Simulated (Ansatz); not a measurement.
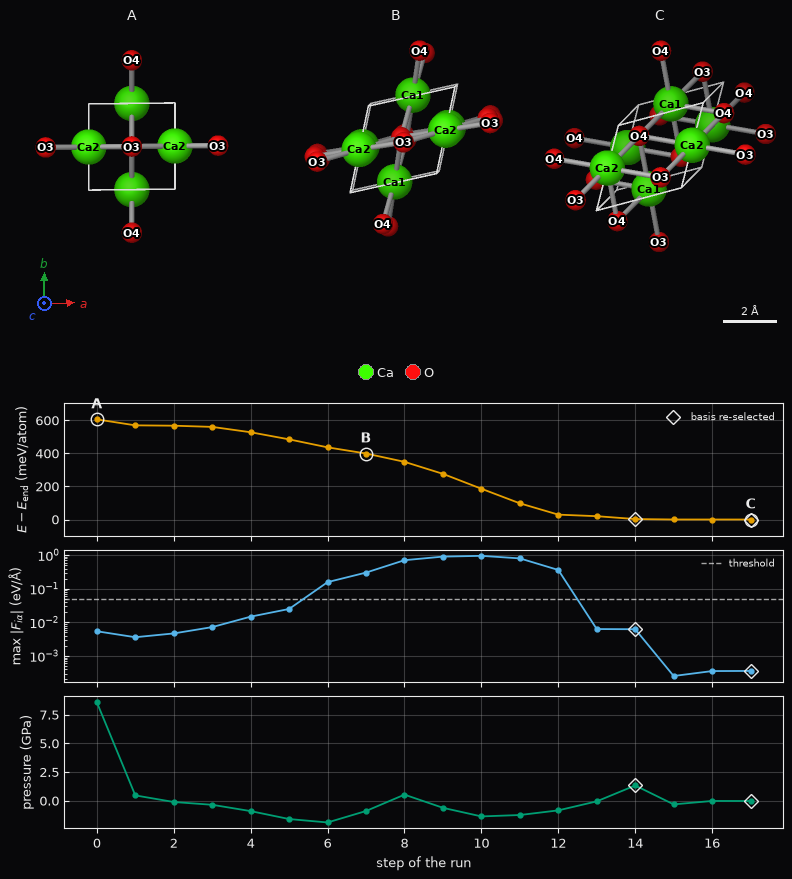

Frames of a relaxation of solid CaO (a generated structure, set up in C2/c) (coarse preliminary run), marked on the history of the run. A ball-and-stick model of the cell of the calculation, seen along the c axis.

Case: Cu → Ca on all its sites, cell and atoms relaxed.

These are results of DFT r2SCAN, scalar-relativistic, plane waves, PAW (Ansatz), not measurements. Settings: plane-wave cutoff 500 eV; k-point mesh 6 × 6 × 4; occupations gaussian; smearing width 0.1 eV; no spin polarisation; cell and atoms relaxed; force threshold 0.05 eV/Å; at most 60 steps.

Q: Describe the path.

A: The largest moves relative to the cell, 0.85 Å, are those of O3 and O4. O4 goes along [−1 1 0]. Ca stays in place. The volume changes by −14.1 %, with a = b 3.295 → 3.391 Å (+2.9 %), c 5.910 → 5.873 Å (−0.6 %), α 90.1° → 106.8°, β 90.1° → 106.8°, γ 89.4° → 60.0°. Near-neighbour distances that change, for instance: Ca1–O3 3.952 → 2.397 Å, Ca1–Ca1 4.634 → 3.390 Å, Ca1–Ca2 3.769 → 3.390 Å, Ca1–O3 (another image) 2.213 → 2.398 Å. New bonds form, among them: Ca1–O3 (3.95 → 2.40 Å), Ca1–O4 (3.95 → 2.40 Å), Ca2–O3 (3.95 → 2.40 Å), Ca2–O4 (3.95 → 2.40 Å). Among the angles between lasting bonds that change: Ca1–O3–Ca2 117.0° → 180.0°, Ca1–O3–Ca2 116.8° → 90.0°, Ca1–O3–Ca2 116.1° → 90.0°. The space group (tolerance 0.01 Å) goes from Cccm (No. 66) to Fm-3m (No. 225). The energy falls by 607 meV per atom in 15 accepted moves (17 points after the start). Largest force component: 0.0054 eV/Å at the start, 0.00036 eV/Å at the end. Pressure: 8.59 GPa at the start and −0.02 GPa at the end. The SCF was repeated twice at an unchanged geometry on a basis and grid sized afresh for the cell, which shifted the energy by 17.3 meV per atom at most. From step 0 to 7: O atoms move most (0.10 Å), volume −0.8 %, energy −207 meV per atom. From step 7 to 17: O atoms move most (0.76 Å), volume −13.4 %, energy −400 meV per atom.
